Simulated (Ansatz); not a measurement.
## Molecular dynamics, with input and output: WC (part 3 of 3)

WC (slab, 16 atoms in the cell); DFT PBE, scalar-relativistic, plane waves, PAW, PAW set soft_1, no spin polarisation (Ansatz 0.2.0); cutoff 420 eV, 3×3×1 k-mesh, Fermi–Dirac smearing of 0.1 eV. The structure derives from an entry of the Crystallography Open Database. One setting was made poor on purpose. The input holds or restrains some coordinates. It belongs to a series of runs on one base structure; here: dynamics from the start.

Geometry of the input (Å; fractional positions):
```
5.6872  0.0000  0.0000
-2.8436  4.9253  0.0000
0.0000  0.0000  16.1894
W  0.0000  0.0000  0.0618
C  0.3333  0.1667  0.1444
W  0.0000  0.0000  0.2409
C  0.3333  0.1667  0.3118
W  -0.0000  0.5000  0.0618
C  0.3333  0.6667  0.1444
W  -0.0000  0.5000  0.2409
C  0.3333  0.6667  0.3118
W  0.5000  0.0000  0.0618
C  0.8333  0.1667  0.1444
W  0.5000  0.0000  0.2409
C  0.8333  0.1667  0.3118
W  0.5000  0.5000  0.0618
C  0.8333  0.6667  0.1444
W  0.5000  0.5000  0.2409
C  0.8333  0.6667  0.3118
```

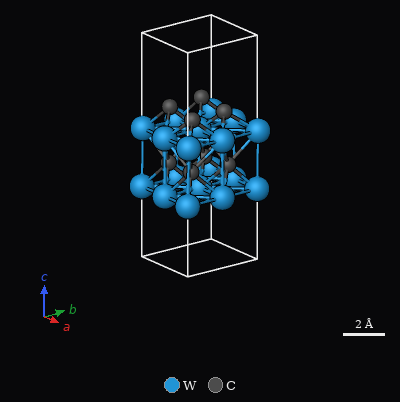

Figure 1. The geometry at step 120 of the log (ball-and-stick view of the cell of the calculation, with the vacuum cut short, seen slightly off an axis).

Trajectory as extended XYZ, continued
```
16
Lattice="5.6872 0.0000 0.0000 -2.8436 4.9253 0.0000 0.0000 0.0000 16.1894" Properties=species:S:1:pos:R:3:forces:R:3 step=74 time_fs=74.0 energy=-85079.01194 temperature=619.6
W     0.0000    0.0000    1.0000   -0.4047   0.5278  -0.7297
C     1.4064    0.8290    2.2649    0.2724   0.0609   1.4221
W    -0.0009    0.0271    3.8871    0.1152  -0.7302   0.0092
C     1.3762    0.7992    5.0749    0.6464   0.0185  -0.5396
W    -1.4218    2.4626    1.0000   -0.1274   0.2285  -0.9847
C    -0.0342    3.3251    2.2751    0.7433  -0.5666   1.2154
W    -1.4217    2.4722    3.8492    0.7604   0.4940   1.1458
C     0.0223    3.3081    5.1419   -0.1616  -0.6377  -1.6524
W     2.8436    0.0000    1.0000    0.2046   0.5868  -0.4912
C     4.2620    0.9063    2.3649    0.0308  -1.4542  -0.4779
W     2.8647   -0.0375    3.9018   -1.2551   0.8917   0.4151
C     4.2338    0.8350    5.0346    0.4546  -0.0759  -0.0775
W     1.4218    2.4626    1.0000   -0.0399   0.3665  -0.4217
C     2.8574    3.3323    2.2833   -0.3601  -0.6448   0.9895
W     1.4290    2.4461    3.9377   -0.9584   0.1308  -0.5271
C     2.8504    3.2332    4.9895    0.0795   0.8038   0.7047
16
Lattice="5.6872 0.0000 0.0000 -2.8436 4.9253 0.0000 0.0000 0.0000 16.1894" Properties=species:S:1:pos:R:3:forces:R:3 step=80 time_fs=80.0 energy=-85078.99140 temperature=562.5
W     0.0000    0.0000    1.0000   -0.1808   0.2992  -0.1239
C     1.3930    0.8187    2.3228    0.6202   0.2641   0.2966
W     0.0059    0.0212    3.8888    0.1524  -0.8507  -0.0105
C     1.3790    0.7986    5.0616    0.7167  -0.0484  -0.2768
W    -1.4218    2.4626    1.0000   -0.2798   0.0455  -0.7014
C    -0.0372    3.2937    2.2686    0.9199  -0.0112   1.1983
W    -1.4246    2.4556    3.8494    1.0437   0.9210   1.2981
C     0.0192    3.2878    5.1319   -0.3880  -0.3869  -1.5505
W     2.8436    0.0000    1.0000    0.0340   0.5089  -0.0442
C     4.2650    0.8857    2.3858    0.0029  -1.1867  -0.9646
W     2.8764   -0.0341    3.9015   -1.9505   0.2295   0.2081
C     4.2242    0.8132    5.0149    0.5980   0.1868   0.5648
W     1.4218    2.4626    1.0000    0.2133   0.1237   0.1276
C     2.8998    3.3402    2.3454   -0.9640  -0.7299  -0.2207
W     1.4268    2.4582    3.9349   -1.5258  -0.6226  -1.0700
C     2.8146    3.1982    4.9795    0.9878   1.2578   1.2693
16
Lattice="5.6872 0.0000 0.0000 -2.8436 4.9253 0.0000 0.0000 0.0000 16.1894" Properties=species:S:1:pos:R:3:forces:R:3 step=86 time_fs=86.0 energy=-85078.82222 temperature=743.6
W     0.0000    0.0000    1.0000   -0.2961   0.3722  -0.3867
C     1.3770    0.8134    2.3125    0.8748   0.4245   0.3244
W     0.0187    0.0318    3.9060   -0.2304  -2.3206  -1.7214
C     1.3732    0.8051    5.0003    1.4130   0.0187   1.3190
W    -1.4218    2.4626    1.0000   -0.2356  -0.0337  -1.1345
C    -0.0534    3.2861    2.2765    1.1635   0.1769   1.2440
W    -1.4298    2.4479    3.8434    0.8074   1.3825   1.1944
C     0.0149    3.2904    5.1319   -0.3173  -0.3383  -1.5063
W     2.8436    0.0000    1.0000   -0.0398   0.4335  -0.0929
C     4.2428    0.8891    2.3717    0.2020  -1.2945  -0.7341
W     2.8707   -0.0318    3.8967   -1.3112   0.1427  -0.0096
C     4.3024    0.8035    4.9790   -0.8224   0.2949   1.4421
W     1.4218    2.4626    1.0000    0.0824   0.1447   0.0250
C     2.9137    3.3415    2.3031   -1.2792  -0.7956   0.5397
W     1.4196    2.4565    3.9311   -1.2512   0.0462  -1.5110
C     2.8026    3.1854    4.9901    1.2401   1.3459   1.0078
16
Lattice="5.6872 0.0000 0.0000 -2.8436 4.9253 0.0000 0.0000 0.0000 16.1894" Properties=species:S:1:pos:R:3:forces:R:3 step=91 time_fs=91.0 energy=-85078.70016 temperature=595.0
W     0.0000    0.0000    1.0000   -0.1674   0.6176  -0.2678
C     1.3847    0.8379    2.3572    0.7227   0.0223  -0.5310
W     0.0185    0.0324    3.9129   -0.2606  -2.7939  -2.2068
C     1.3594    0.7769    5.0072    1.8119   0.6173   1.3900
W    -1.4218    2.4626    1.0000   -0.3444  -0.3326  -1.2831
C    -0.0962    3.2606    2.2961    1.9583   0.6307   0.8941
W    -1.4221    2.4461    3.8402    0.1225   1.4104   1.2916
C     0.0057    3.3200    5.1053   -0.2193  -0.9335  -1.0827
W     2.8436    0.0000    1.0000   -0.2443   0.2928   0.1580
C     4.2271    0.8507    2.3750    0.4748  -0.6239  -0.9299
W     2.8768   -0.0336    3.8891   -1.6249   0.4288  -0.0886
C     4.3118    0.8037    4.9643   -1.0602   0.5197   1.8214
W     1.4218    2.4626    1.0000   -0.1212   0.0295   0.1664
C     2.9128    3.3491    2.2758   -1.2934  -1.0116   1.0685
W     1.4251    2.4501    3.9243   -1.4067  -0.0157  -1.2748
C     2.7832    3.1948    4.9932    1.6521   1.1420   0.8747
16
Lattice="5.6872 0.0000 0.0000 -2.8436 4.9253 0.0000 0.0000 0.0000 16.1894" Properties=species:S:1:pos:R:3:forces:R:3 step=97 time_fs=97.0 energy=-85078.76836 temperature=551.3
W     0.0000    0.0000    1.0000   -0.0742   0.5361  -0.0424
C     1.3984    0.7971    2.3704    0.7167   0.5914  -0.6557
W     0.0172    0.0319    3.9126    0.3225  -2.6209  -0.9932
C     1.3653    0.8002    5.0595    1.3774   0.1537   0.1598
W    -1.4218    2.4626    1.0000   -0.3009  -0.3482  -0.8075
C    -0.0495    3.2544    2.2726    1.1988   0.5500   1.2820
W    -1.4337    2.4349    3.8488    1.0792   1.5316   1.4087
C    -0.0152    3.2992    5.1294    0.0786  -0.7855  -1.7624
W     2.8436    0.0000    1.0000    0.0258   0.3472   0.3296
C     4.2679    0.8573    2.4213   -0.0936  -0.8265  -1.8277
W     2.8862   -0.0438    3.8921   -1.9761   0.1603   0.5878
C     4.2992    0.7795    4.9991   -0.8323   0.6220   1.2429
W     1.4218    2.4626    1.0000    0.1940  -0.1347   0.1261
C     2.9097    3.3652    2.3024   -1.1220  -1.3771   0.5704
W     1.4245    2.4329    3.9088   -1.1415   0.4427  -0.1761
C     2.8208    3.1705    4.9960    0.5476   1.1579   0.5578
16
Lattice="5.6872 0.0000 0.0000 -2.8436 4.9253 0.0000 0.0000 0.0000 16.1894" Properties=species:S:1:pos:R:3:forces:R:3 step=103 time_fs=103.0 energy=-85078.56738 temperature=603.3
W     0.0000    0.0000    1.0000    0.0976   0.1822   0.4670
C     1.4436    0.7831    2.3811    0.0584   0.6895  -0.6967
W     0.0223    0.0375    3.9099    0.9454  -2.9167  -0.6336
C     1.3956    0.8217    5.0849    1.0139  -0.3412  -0.2159
W    -1.4218    2.4626    1.0000   -0.4345  -0.4337  -0.4737
C    -0.0229    3.2558    2.2462    0.6117   0.4751   1.8035
W    -1.4430    2.4320    3.8461    1.9359   1.1582   1.3862
C    -0.0407    3.2123    5.1834    0.3505   0.3404  -2.6030
W     2.8436    0.0000    1.0000    0.2209   0.3178   0.3368
C     4.2827    0.8234    2.4529   -0.2879  -0.3243  -2.2698
W     2.8864   -0.0409    3.9073   -1.5007  -0.6422   1.3219
C     4.3509    0.7760    5.0235   -1.6428   0.5781   0.9833
W     1.4218    2.4626    1.0000    0.4879  -0.2673   0.1384
C     2.8873    3.3412    2.3417   -0.7695  -0.9247  -0.4128
W     1.4195    2.4282    3.9211   -1.4996   0.4578  -0.3983
C     2.8319    3.1452    4.9660    0.4126   1.6510   1.2665
16
Lattice="5.6872 0.0000 0.0000 -2.8436 4.9253 0.0000 0.0000 0.0000 16.1894" Properties=species:S:1:pos:R:3:forces:R:3 step=109 time_fs=109.0 energy=-85078.33119 temperature=561.1
W     0.0000    0.0000    1.0000    0.3037  -0.1352   0.6135
C     1.4619    0.7952    2.4097   -0.1919   0.3695  -1.1215
W     0.0320    0.0450    3.8968    0.9941  -3.3783   0.1543
C     1.3997    0.8476    5.1308    0.7645  -0.6752  -0.9562
W    -1.4218    2.4626    1.0000   -0.0827  -0.4717  -0.3240
C     0.0182    3.2608    2.2621   -0.1694   0.3634   1.4824
W    -1.4454    2.4306    3.8446    2.3006   1.0340   1.2704
C    -0.0741    3.2365    5.2136    0.6847   0.2797  -3.0102
W     2.8436    0.0000    1.0000    0.2983   0.2035   0.4264
C     4.2983    0.7816    2.4377   -0.4429   0.2712  -1.9871
W     2.8786   -0.0371    3.9028   -0.7984  -0.5247   2.0701
C     4.4079    0.8170    5.0290   -2.1989   0.0368   0.7080
W     1.4218    2.4626    1.0000    0.5893  -0.4075   0.1306
C     2.8883    3.2807    2.3423   -0.7971   0.0372  -0.5870
W     1.4158    2.4246    3.9241   -1.3687   0.8403   0.0507
C     2.8461    3.1056    4.9756    0.1148   2.1571   1.0793
16
Lattice="5.6872 0.0000 0.0000 -2.8436 4.9253 0.0000 0.0000 0.0000 16.1894" Properties=species:S:1:pos:R:3:forces:R:3 step=114 time_fs=114.0 energy=-85078.36946 temperature=826.7
W     0.0000    0.0000    1.0000    0.3721   0.0931   0.3340
C     1.4496    0.8044    2.4195    0.0402   0.3198  -1.2299
W     0.0183    0.0459    3.9009    1.5208  -3.1137   0.0351
C     1.4263    0.8401    5.1365    0.4381  -0.5229  -1.2364
W    -1.4218    2.4626    1.0000   -0.1754  -0.3871  -0.4133
C     0.0267    3.2814    2.2267   -0.3235   0.0266   2.1443
W    -1.4366    2.4479    3.8545    1.5624   0.9363   1.1221
C    -0.0805    3.2253    5.2235    0.6967   0.3834  -3.1237
W     2.8436    0.0000    1.0000    0.2389   0.5319   0.1872
C     4.3010    0.7768    2.4127   -0.5409   0.5987  -1.4650
W     2.8835   -0.0363    3.9064   -1.0027  -0.3623   1.8886
C     4.3966    0.8303    5.0172   -2.2307   0.0877   0.9892
W     1.4218    2.4626    1.0000    0.7767  -0.4255  -0.0765
C     2.8989    3.3266    2.3331   -0.8609  -0.6953  -0.2913
W     1.4050    2.4275    3.9111   -0.9246   0.8435   0.4529
C     2.8205    3.1359    4.9801    0.4129   1.6858   0.6829
16
Lattice="5.6872 0.0000 0.0000 -2.8436 4.9253 0.0000 0.0000 0.0000 16.1894" Properties=species:S:1:pos:R:3:forces:R:3 step=120 time_fs=120.0 energy=-85078.63566 temperature=746.5
W     0.0000    0.0000    1.0000    0.3179   0.1303   0.1677
C     1.4562    0.7911    2.3875   -0.1989   0.6677  -0.5442
W     0.0134    0.0476    3.9000    1.2313  -2.4585   0.6929
C     1.4159    0.8780    5.1620    0.2932  -0.9239  -1.6336
W    -1.4218    2.4626    1.0000   -0.1691  -0.2255  -0.2097
C     0.0192    3.3056    2.2451   -0.1580  -0.4739   1.7059
W    -1.4322    2.4573    3.8563    0.8081   0.7644   0.9741
C    -0.0892    3.2127    5.1865    0.7496   0.6487  -2.5674
W     2.8436    0.0000    1.0000    0.2855   0.5020  -0.0059
C     4.3010    0.7724    2.4062   -0.4978   0.7754  -1.3052
W     2.8822   -0.0266    3.9055   -1.4175  -0.2614   1.7498
C     4.3290    0.8301    5.0226   -1.2063  -0.0815   0.5846
W     1.4218    2.4626    1.0000    0.6378  -0.2044   0.1325
C     2.8925    3.3501    2.3439   -0.7206  -1.0628  -0.3437
W     1.3882    2.4340    3.9188    0.0596   0.8876   0.5090
C     2.8299    3.1726    5.0001   -0.0148   1.3158   0.0934
16
Lattice="5.6872 0.0000 0.0000 -2.8436 4.9253 0.0000 0.0000 0.0000 16.1894" Properties=species:S:1:pos:R:3:forces:R:3 step=126 time_fs=126.0 energy=-85078.65324 temperature=703.4
W     0.0000    0.0000    1.0000    0.2283   0.3579   0.1071
C     1.4656    0.8091    2.3909   -0.4138   0.3904  -0.6215
W     0.0123    0.0419    3.8932    0.7710  -1.9342   1.5074
C     1.3966    0.8865    5.1960    0.2651  -0.9964  -2.1681
W    -1.4218    2.4626    1.0000   -0.0616  -0.0452   0.2646
C     0.0373    3.3217    2.2942   -0.6022  -0.7698   0.8196
W    -1.4439    2.4527    3.8632    0.5436   0.8507   1.3179
C    -0.0703    3.1901    5.1742    0.2709   0.7959  -2.3876
W     2.8436    0.0000    1.0000    0.2077   0.3307   0.1910
C     4.2773    0.7480    2.4172   -0.1236   1.2751  -1.4317
W     2.8784   -0.0182    3.9054   -1.5373  -0.3920   2.0883
C     4.3021    0.8209    5.0557   -0.6623   0.0132  -0.1817
W     1.4218    2.4626    1.0000    0.3753  -0.0514   0.2943
C     2.8521    3.3723    2.3293    0.0058  -1.5258  -0.0524
W     1.3813    2.4381    3.9248    0.3615   0.7140   0.7290
C     2.8071    3.2036    5.0260    0.3717   0.9871  -0.4762
16
Lattice="5.6872 0.0000 0.0000 -2.8436 4.9253 0.0000 0.0000 0.0000 16.1894" Properties=species:S:1:pos:R:3:forces:R:3 step=131 time_fs=131.0 energy=-85078.61797 temperature=684.0
W     0.0000    0.0000    1.0000    0.2135   0.1430   0.3835
C     1.4786    0.8131    2.3657   -0.6598   0.2814  -0.2258
W     0.0032    0.0330    3.8939    1.3466  -1.7316   1.3689
C     1.3794    0.8787    5.2056    0.4156  -0.9300  -2.4224
W    -1.4218    2.4626    1.0000   -0.0147   0.0016   0.4341
C     0.0494    3.2986    2.3266   -0.7769  -0.3069   0.3344
W    -1.4483    2.4504    3.8616    0.5124   0.9038   1.8587
C    -0.0672    3.1671    5.1938    0.1885   0.9680  -2.6083
W     2.8436    0.0000    1.0000    0.3090   0.0799   0.3292
C     4.2697    0.7784    2.4160   -0.0002   0.7553  -1.5585
W     2.8814   -0.0138    3.9081   -1.9661  -0.6265   2.0224
C     4.3026    0.7873    5.0396   -0.8143   0.4337   0.2154
W     1.4218    2.4626    1.0000    0.4459   0.0265   0.3914
C     2.8625    3.3512    2.3628   -0.2162  -1.0816  -0.6743
W     1.3739    2.4348    3.9248    0.9549   0.6531   1.3476
C     2.8184    3.2388    5.0639    0.0617   0.4303  -1.1964
16
Lattice="5.6872 0.0000 0.0000 -2.8436 4.9253 0.0000 0.0000 0.0000 16.1894" Properties=species:S:1:pos:R:3:forces:R:3 step=137 time_fs=137.0 energy=-85078.68936 temperature=663.7
W     0.0000    0.0000    1.0000    0.0724   0.3180   0.8353
C     1.4626    0.8562    2.3773   -0.4478  -0.6025  -0.5373
W     0.0002    0.0274    3.9063    0.9312  -1.0585   1.2289
C     1.4388    0.8787    5.1484   -0.0804  -1.1969  -1.5766
W    -1.4218    2.4626    1.0000   -0.0327   0.1153   0.6932
C     0.0792    3.2964    2.3334   -1.3920  -0.0057   0.0841
W    -1.4527    2.4597    3.8619    0.7573   1.2112   1.8812
C    -0.0542    3.1586    5.1846    0.1630   1.1075  -2.4972
W     2.8436    0.0000    1.0000    0.2831   0.2704   0.6615
C     4.2713    0.8427    2.4626   -0.0232  -0.2513  -2.4722
W     2.8685   -0.0083    3.8989   -1.6542  -0.7832   1.7543
C     4.2527    0.8230    5.0228   -0.0302  -0.0847   0.4813
W     1.4218    2.4626    1.0000    0.4376   0.1428   0.2750
C     2.8195    3.3438    2.3842    0.4088  -0.6948  -0.9638
W     1.3841    2.4381    3.9225    0.6872   1.0883   1.2252
C     2.8289    3.2532    5.0746   -0.0801   0.4242  -1.0729
16
Lattice="5.6872 0.0000 0.0000 -2.8436 4.9253 0.0000 0.0000 0.0000 16.1894" Properties=species:S:1:pos:R:3:forces:R:3 step=143 time_fs=143.0 energy=-85078.50010 temperature=732.0
W     0.0000    0.0000    1.0000   -0.0196   0.2186   1.1793
C     1.4009    0.8906    2.3691    0.3203  -1.2219  -0.3128
W    -0.0027    0.0312    3.9195    0.8561  -0.4550   0.8391
C     1.4729    0.9237    5.1446   -0.3169  -2.0814  -1.0265
W    -1.4218    2.4626    1.0000   -0.1230   0.3547   0.8314
C     0.0870    3.3462    2.3277   -1.3693  -0.6272   0.1299
W    -1.4433    2.4582    3.8668    0.9581   1.8295   1.3075
C    -0.0337    3.1430    5.1669   -0.0148   1.6019  -1.9233
W     2.8436    0.0000    1.0000    0.1169   0.5960   0.7186
C     4.2524    0.8865    2.4664    0.2266  -1.0443  -2.4323
W     2.8768    0.0009    3.9144   -1.9378  -0.7354   1.3422
C     4.2336    0.8783    5.0297    0.3325  -0.9603   0.8129
W     1.4218    2.4626    1.0000    0.4339   0.4516   0.4492
C     2.8429    3.3209    2.4412   -0.0483  -0.0636  -1.9876
W     1.3852    2.4353    3.9357    0.4691   1.5204   0.0037
C     2.8265    3.2594    5.0267    0.1162   0.6163   0.0689
16
Lattice="5.6872 0.0000 0.0000 -2.8436 4.9253 0.0000 0.0000 0.0000 16.1894" Properties=species:S:1:pos:R:3:forces:R:3 step=149 time_fs=149.0 energy=-85078.29611 temperature=713.3
W     0.0000    0.0000    1.0000    0.0191   0.2035   1.3152
C     1.3961    0.8735    2.3924    0.2946  -0.9369  -0.6652
W     0.0024    0.0302    3.9267    1.0465  -0.5182   0.5117
C     1.5153    0.9431    5.1542   -0.5256  -2.3913  -0.9331
W    -1.4218    2.4626    1.0000   -0.1321   0.3949   0.9162
C     0.1107    3.3806    2.3353   -1.7335  -1.1413  -0.0479
W    -1.4446    2.4597    3.8661    1.5043   1.5601   1.1056
C     0.0081    3.1368    5.1673   -0.7014   1.7834  -1.5479
W     2.8436    0.0000    1.0000    0.0737   0.7376   0.8235
C     4.2620    0.9008    2.4669    0.0668  -1.2707  -2.3684
W     2.8844   -0.0090    3.9286   -1.7613  -0.1885   1.1784
C     4.2720    0.8691    5.0282   -0.0008  -0.7816   0.9491
W     1.4218    2.4626    1.0000    0.4118   0.3344   0.6811
C     2.8142    3.3051    2.4502    0.2845   0.2031  -2.1079
W     1.3657    2.4393    3.9409    1.6211   1.2426  -0.3500
C     2.8697    3.2439    5.0048   -0.4674   0.7690   0.5396
16
Lattice="5.6872 0.0000 0.0000 -2.8436 4.9253 0.0000 0.0000 0.0000 16.1894" Properties=species:S:1:pos:R:3:forces:R:3 step=154 time_fs=154.0 energy=-85078.45839 temperature=1024.4
W     0.0000    0.0000    1.0000   -0.0119   0.0656   1.1689
C     1.3929    0.8444    2.3754    0.4312  -0.4674  -0.4628
W     0.0066    0.0300    3.9320    0.5432  -0.4654   0.3672
C     1.4845    0.9160    5.1227   -0.1493  -2.1005  -0.5334
W    -1.4218    2.4626    1.0000   -0.1713   0.4493   0.9155
C     0.1438    3.3803    2.3459   -2.2694  -1.0982  -0.0786
W    -1.4500    2.4637    3.8688    1.1251   0.3313   1.4125
C    -0.0134    3.1170    5.1448   -0.4577   1.9686  -1.1992
W     2.8436    0.0000    1.0000    0.0911   0.5925   0.7145
C     4.2708    0.8864    2.4101   -0.0940  -0.8337  -1.1899
W     2.8864   -0.0156    3.9395   -1.2070   0.1654   1.0981
C     4.3012    0.8301    5.0845   -0.5445  -0.1710  -0.2435
W     1.4218    2.4626    1.0000    0.4849   0.2570   0.6563
C     2.7784    3.3043    2.4805    0.9047   0.1252  -2.5507
W     1.3688    2.4407    3.9342    1.7489   1.0436  -0.1446
C     2.8729    3.2761    5.0356   -0.4239   0.1377   0.0693
16
Lattice="5.6872 0.0000 0.0000 -2.8436 4.9253 0.0000 0.0000 0.0000 16.1894" Properties=species:S:1:pos:R:3:forces:R:3 step=160 time_fs=160.0 energy=-85078.17944 temperature=787.6
W     0.0000    0.0000    1.0000   -0.0508  -0.0782   0.9757
C     1.3926    0.8279    2.3638    0.2808  -0.0027  -0.4674
W     0.0032    0.0340    3.9400    0.5983  -1.7303   0.0937
C     1.4298    0.9062    5.0967    0.5185  -1.9746  -0.1272
W    -1.4218    2.4626    1.0000   -0.2840   0.5754   0.7873
C     0.1109    3.4373    2.3682   -1.7096  -2.4634  -0.1908
W    -1.4494    2.4553    3.8621    0.7368   0.1557   2.3048
C    -0.0174    3.0955    5.1933   -0.2404   1.7744  -2.1562
W     2.8436    0.0000    1.0000   -0.1387   0.6577   0.2012
C     4.2463    0.8560    2.3485    0.2546  -0.1659  -0.1598
W     2.8796   -0.0150    3.9397   -1.0165   0.1153   1.4916
C     4.3293    0.7442    5.1019   -1.2527   0.8216  -0.3880
W     1.4218    2.4626    1.0000    0.2568   0.4504   0.8439
C     2.7688    3.2942    2.4870    1.0175   0.1434  -2.5743
W     1.3707    2.4285    3.9169    1.6381   1.8439   0.8566
C     2.9157    3.2778    5.1167   -0.6087  -0.1228  -1.4910
```

Results in brief

| quantity | value |
| --- | --- |
| outcome | finished |
| mean temperature over the second half | 723 K |
| trajectory | 160 steps, 160 fs |
| ensemble | nvt_langevin |
| temperature in the input | 700.0 K |
| time step | 1 fs |
| electrons treated | 144 |
| potential energy (free energy of the electrons) (last step) | −85078.1794 eV |
| Fermi energy (last step) | 4.104 eV |
| largest force (length of the vector) (last step), held atoms and coordinates included | 3.005 eV/Å |
| hardware | 2 threads of Arm Neoverse V2, 24 GiB of memory available, shared host |
| wall time | 23 min (CPU time 46 min) |
| peak memory | 1 GiB |

A deliberately poor setting: heavy friction. The input asks for low accuracy. Spin–orbit coupling is left out, which matters for W. So short a trajectory is not equilibrated.
